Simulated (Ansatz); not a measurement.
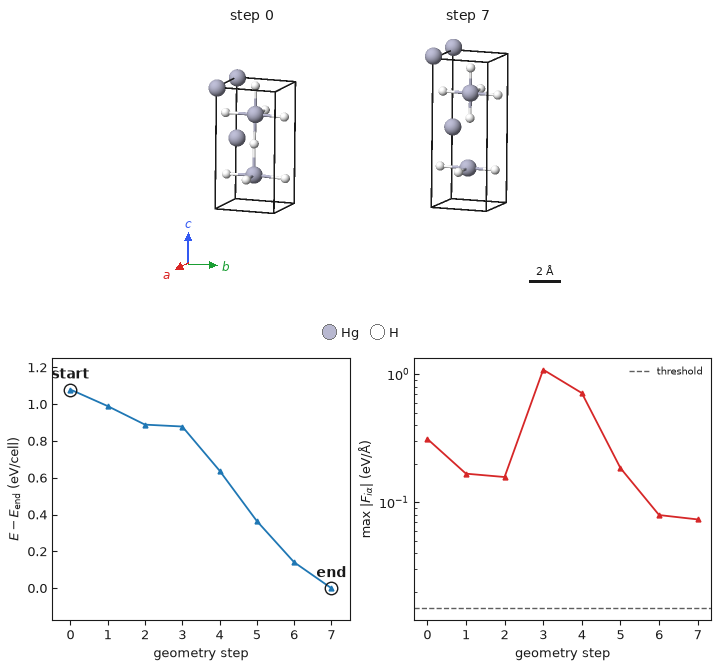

First and last geometry of a relaxation of a crystal of Hg2H3 (a generated structure, set up in P1) (coarse preliminary run), with the history of the run. Style: ball-and-stick. Shown: the cell of the calculation, slightly off an axis.

These are results of DFT PBE, scalar-relativistic, plane waves, PAW in Ansatz 0.2.0, not measurements. Settings: plane-wave cutoff 420 eV; k-point mesh 6 × 6 × 4; occupations gaussian; smearing width 0.1 eV; no spin polarisation; cell and atoms relaxed; force threshold 0.015 eV/Å; at most 120 steps.

> Did the run converge, and what did it change?

The run was cut off at its time limit before the relaxation converged, so the last structure is only a point on the way. The largest move relative to the cell is that of an H atom, 0.73 Å along [0 1 2]. Largest moves by element: H 0.73 Å, Hg 0.21 Å. The drawn cell changes as follows: a 4.085 → 3.833 Å (−6.2 %), b 4.112 → 3.817 Å (−7.2 %), c 8.027 → 9.861 Å (+22.8 %), α 90.8° → 90.2°, β 91.9° → 90.2°, γ 88.1° → 90.2°; the volume changes by +7.1 %. Among the contacts that change: H–Hg 2.046 → 3.298 Å, H–Hg 2.144 → 3.233 Å, H–Hg 1.962 → 1.668 Å, H–Hg 2.158 → 1.887 Å. Bond angles that change, for instance: H–Hg–H 98.4° → 90.6°, H–Hg–H 174.5° → 178.9°, H–Hg–H 94.6° → 90.5°. The space group stays P1 (No. 1). After 7 geometry steps the energy has fallen by 1.080 eV per cell of the calculation. The largest force component goes from 0.31 to 0.074 eV/Å. The pressure goes from −0.93 to 0.55 GPa. The run took 5.3 min on 1 thread of AMD EPYC 7R13 Processor (Zen 3) (shared host), peak memory 0.66 GiB.
